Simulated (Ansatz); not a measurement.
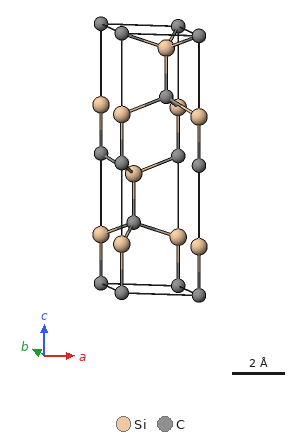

Normal modes of crystalline SiC, space group P6₃mc (No. 186), at the zone centre. Style: ball-and-stick. Shown: the cell of the calculation, slightly off an axis.

Computed with DFT PBE, scalar-relativistic, plane waves, PAW (Ansatz).

Input file:
```yaml
crystal:
  lattice:
    - [3.0941201807, 0.0, 0.0]
    - [-1.5470600903, 2.6795866789, 0.0]
    - [0.0, 0.0, 10.1293391985]
  atoms:
    - { symbol: Si, position: [0.6666666667, 0.3333333333, 0.9378441878] }
    - { symbol: Si, position: [0.3333333333, 0.6666666667, 0.4378441878] }
    - { symbol: Si, position: [0.0, 0.0, 0.6878995565] }
    - { symbol: Si, position: [0.0, 0.0, 0.1878995565] }
    - { symbol: C, position: [0.6666666667, 0.3333333333, 0.7498074459] }
    - { symbol: C, position: [0.3333333333, 0.6666666667, 0.2498074459] }
    - { symbol: C, position: [0.0, 0.0, 0.5004478098] }
    - { symbol: C, position: [0.0, 0.0, 0.0004478098] }
basis:
  ecutwfc: 420
kpoints:
  mp_grid: { grid: [12, 12, 4] }
hamiltonian:
  xc: pbe
scf:
  occupations: { method: gaussian, width: 0.05 }
output:
  eigenvalues: true
phonons:
  method: fd
  supercell: [1, 1, 1]
  amplitude: 0.02
  eigenvectors: true
  dielectric: false
```

Run as
```bash
ansatz run input.yaml --threads 2 --pin off --max-ram 5120MiB --backend cpu --events-out ev --progress --plain --runs-dir out
```

Frequencies are those without the non-analytic (LO–TO) term.

> Which optical modes does it have, at what frequencies, and is it stable there?

The calculation's cell holds 8 atoms, so there are 21 optical modes, in 14 levels. The optical modes span 4E₂ + 3E₁ + 4B₁ + 3A₁. No level is unstable.

| level | symmetry | frequency (cm⁻¹) | activity |
| --- | --- | --- | --- |
| 1 | E₂ | 190 | Raman-active |
| 2 | E₂ | 198 | Raman-active |
| 3 | E₁ | 257 | infrared- and Raman-active |
| 4 | B₁ | 390 | silent |
| 5 | B₁ | 398 | silent |
| 6 | A₁ | 593 | infrared- and Raman-active |
| 7 | E₁ | 748 | infrared- and Raman-active |
| 8 | E₂ | 757 | Raman-active |
| 9 | A₁ | 762 | infrared- and Raman-active |
| 10 | E₂ | 765 | Raman-active |
| 11 | E₁ | 777 | infrared- and Raman-active |
| 12 | A₁ | 814 | infrared- and Raman-active |
| 13 | B₁ | 887 | silent |
| 14 | B₁ | 895 | silent |

The displacement patterns (one member of each degenerate set), 6 of the levels:

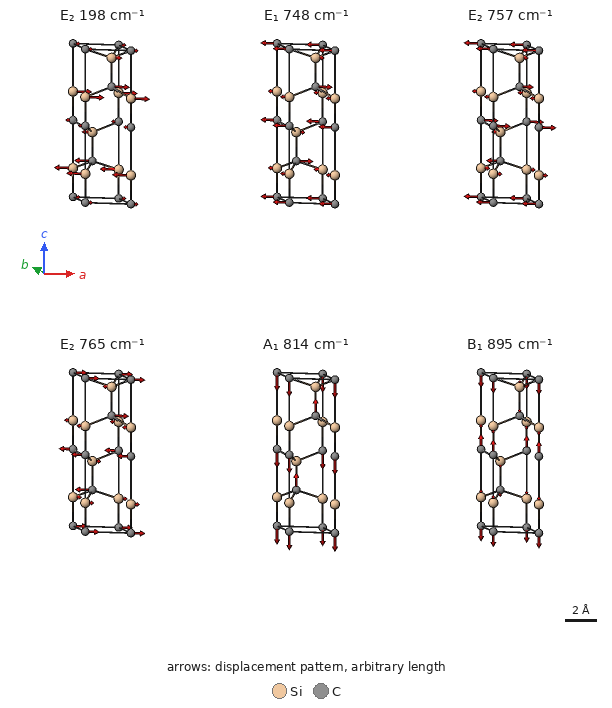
